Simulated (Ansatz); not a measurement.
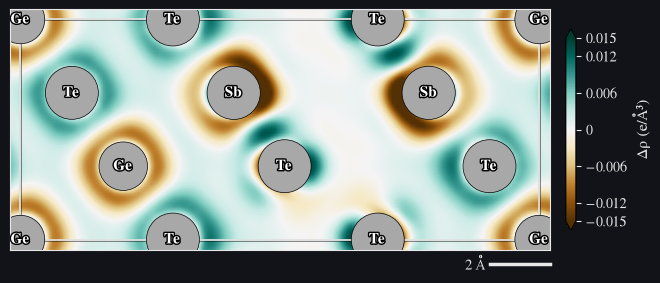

Ge2Sb2Te5. Difference of the valence pseudo-densities of two functionals at the same geometry, on the (110) plane of the calculation cell: LC_WPBE less PBE0.

Both computed with Ansatz (plane waves, PAW), on the same k-point mesh. Grey discs cover the atomic cores.

Where does the change of functional move the electrons?

Answer. Against PBE0, LC_WPBE gives less density around Ge (−0.007 e/Å³ on average at 1.0 Å from the nucleus), less density around Sb (−0.010 e/Å³ on average at 1.0 Å from the nucleus), more density around Te (+0.007 e/Å³ on average at 1.0 Å from the nucleus) and a change of +0.010 e/Å³ at the midpoint of Sb–Te.
